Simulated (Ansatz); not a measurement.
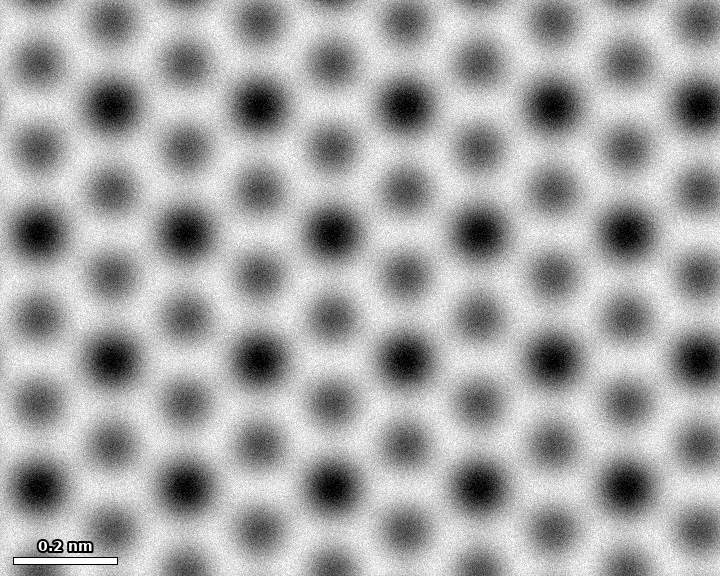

Phase-contrast TEM-like image of Ta (P6_3/mmc, No. 194). Simulated in the weak-phase-object approximation with neutral-atom potentials: 80 kV, Cs = 20 µm, defocus −110 Å (negative is underfocus), defocus spread 8 Å, aperture 0.78 1/Å. Shot noise was added. Structure: the input geometry of a calculation; the starting structure was generated, so it need not be a known form of this composition.

```
CELL_PARAMETERS angstrom
2.85656 0.00000 0.00000
-1.42828 2.47385 0.00000
0.00000 0.00000 10.02763
ATOMIC_POSITIONS crystal
Ta 0.00000 0.00000 0.00000
Ta 0.00000 0.00000 0.50000
Ta 0.33333 0.66667 0.25000
Ta 0.66667 0.33333 0.75000
```

Q: Which beam direction gives this image, [210], [201], [311] or [001]? (Directions equivalent by symmetry count as one.)

A: [001]. The projected cells are 1.43 × 2.51 Å, 90° for [210]; 2.48 × 2.77 Å, 117° for [201]; 2.35 × 2.54 Å, 109° for [311]; 2.86 × 2.86 Å, 120° for [001], and the image repeats as the [001] one does.
